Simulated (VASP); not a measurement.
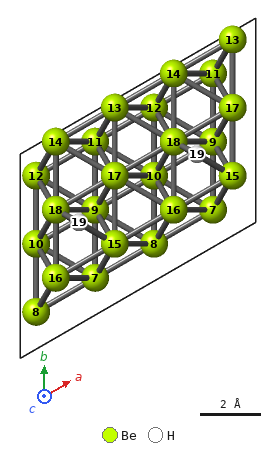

Starting structure of a slab of composition Be18H. A ball-and-stick model of the 2 × 1 repeat of the cell, outlined in the plane, without the vacuum (origin shifted), seen along the c axis.

The run lets the atoms move in a fixed cell. 6 atoms are held fixed.

The calculation used VASP 6.6.1, Kohn-Sham DFT of a periodic cell, PBEsol, VASP PAW PBE potentials, recommended.

Input
```
SYSTEM = Be18H
  PREC = Accurate
  ENCUT = 520
  EDIFF = 1E-7
  ISMEAR = 0
  SIGMA = 0.1
  LREAL = Auto
  LASPH = .TRUE.
  NELM = 100
  ALGO = Fast
  ISIF = 2
  LWAVE = .FALSE.
  LCHARG = .FALSE.
  GGA = PS
  IBRION = 2
  NSW = 80
  EDIFFG = -0.03
```

Launched with:
```bash
cat potpaw_PBE.64/Be/POTCAR potpaw_PBE.64/H/POTCAR > POTCAR
mpirun -np 1 vasp_std > vasp.out
```

The structure:
```
Be H
1.0
     4.58000    0.00000    0.00000
     3.43500    5.94960    0.00000
     0.00000    0.00000   14.58843
Be H
18 1
Direct
  0.00000 0.00000 0.06855
  0.50000 0.00000 0.06855
  0.00000 0.33333 0.06855
  0.50000 0.33333 0.06855
  0.00000 0.66667 0.06855
  0.50000 0.66667 0.06855
  0.83333 0.22222 0.19154
  0.33333 0.22222 0.19154
  0.83333 0.55556 0.19154
  0.33333 0.55556 0.19154
  0.83333 0.88889 0.19154
  0.33333 0.88889 0.19154
  0.00000 0.00000 0.31453
  0.50000 0.00000 0.31453
  0.00000 0.33333 0.31453
  0.50000 0.33333 0.31453
  0.00000 0.66667 0.31453
  0.50000 0.66667 0.31453
  0.69700 0.53950 0.37965
```

Predict the outcome.

Answer. After 26 geometry steps the energy has fallen by 0.532 eV per cell of the calculation. Largest force component: 1.6 eV/Å at the start, 0.078 eV/Å at the end. The atom that moves furthest is H19 (0.68 Å within the plane). Largest moves by element: H 0.68 Å, Be 0.13 Å. The cell doesn't change. Among the contacts that change: Be17–H19 2.192 → 1.568 Å, Be18–H19 1.301 → 1.573 Å, Be15–H19 1.694 → 1.573 Å, Be9–Be15 2.229 → 2.328 Å.

Step by step:

```
step  E − E(0), meV/atom  largest force component, eV/Å
   0                0.00                         1.6178
   1              -10.41                         0.4873
   2              -10.41                         0.4851
   3              -12.56                         0.3736
   4              -13.94                         0.2669
   5              -14.85                         0.1988
   6              -15.56                         0.2479
   7              -16.34                         0.2089
   8              -16.83                         0.3102
   9              -17.62                         0.3499
  10              -19.76                         0.4435
  11              -21.48                         0.4069
  12              -21.58                         0.4631
  13              -22.53                         0.4018
  14              -23.52                         0.2198
  15              -24.24                         0.1983
  16              -25.54                         0.1877
  17              -25.70                         0.1870
  18              -26.30                         0.1544
  19              -27.12                         0.1454
  20              -27.40                         0.1317
  21              -27.52                         0.1163
  22              -27.71                         0.0995
  23              -27.79                         0.0820
  24              -27.94                         0.0773
  25              -27.96                         0.0745
  26              -28.02                         0.0780
```

The end point in the same view:

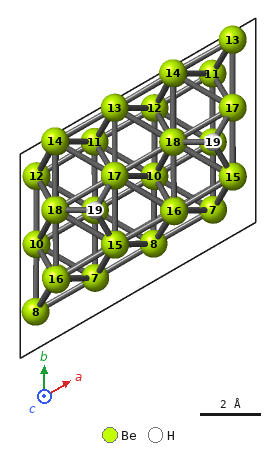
